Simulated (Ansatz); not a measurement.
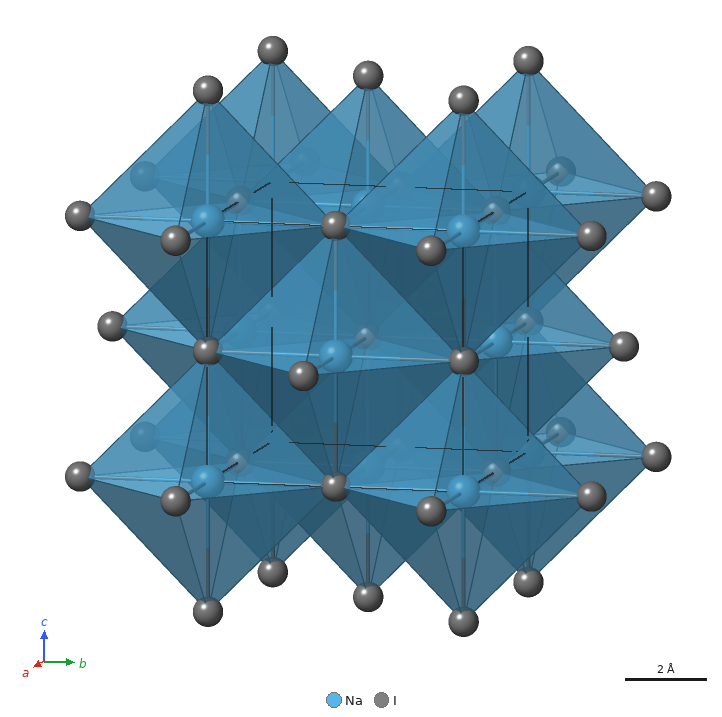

The crystal in a polyhedral representation, seen slightly off an axis. The conventional unit cell is outlined; an atom on or near a face, edge or corner is repeated at each equivalent position. Some neighbours outside the box are added.

NaI, rock salt (NaCl type), space group Fm-3m (No. 225), a = 6.529 Å, b = 6.529 Å, c = 6.529 Å, α = 90.00°, β = 90.00°, γ = 90.00°. Source of the structure: a structure type filled with these elements by a generator (whether the compound takes this form wasn't checked). Earlier steps of the study, as a rule a relaxation of our own, may have changed the cell and positions, so they can lie some per cent off the listed ones. It was run through Ansatz as a DFT input.

This one geometry was computed with Ansatz (DFT, plane waves, PAW) at three levels of theory: HSE06, PBE with spin-orbit coupling and PBE.

Q: How does the band gap change with the level of theory?

A: PBE with spin-orbit coupling: a gap of 3.24 eV, direct; PBE: a gap of 3.58 eV, direct; HSE06: a gap of 4.60 eV, direct.

Q: Collect the results in a table.

A:
| level | cutoff (eV) | k-mesh of the run's cell | gap (eV) | pressure (GPa) |
| --- | --- | --- | --- | --- |
| HSE06 | 420 | 6×6×6 | 4.60 | -0.3 |
| PBE with spin-orbit coupling | 420 | 6×6×6 | 3.24 | 0.0 |
| PBE | 420 | 6×6×6 | 3.58 | 0.0 |

Gaps are taken on the k-mesh or band path of each run.
